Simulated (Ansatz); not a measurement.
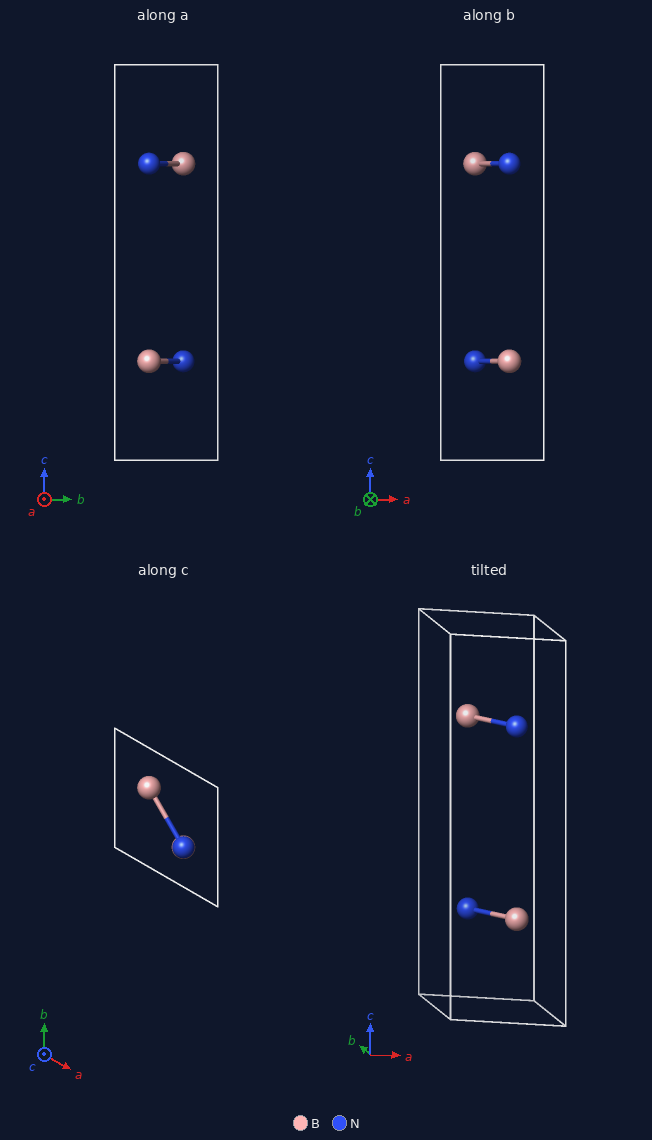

Crystal structure, ball-and-stick style, seen along the a axis, along the b axis, along the c axis and slightly off an axis. The edges of the conventional unit cell are marked.

Lattice parameters: a = 2.512 Å, b = 2.512 Å, c = 8.334 Å, α = 90.00°, β = 90.00°, γ = 120.00°.

### Set out the cell and atoms as a table of Wyckoff sites.

Space group P6_3/mmc (No. 194).
```tsv
atom	site	x	y	z
B	2d	0.6667	0.3333	0.2500
N	2c	0.3333	0.6667	0.2500
```

Origin of the cell: a structure type filled with these elements by a generator (whether the compound takes this form wasn't checked). Earlier steps of the study, as a rule a relaxation of our own, may have changed the cell and positions, so they can lie some per cent off the listed ones. A calculation with Ansatz used it as input.
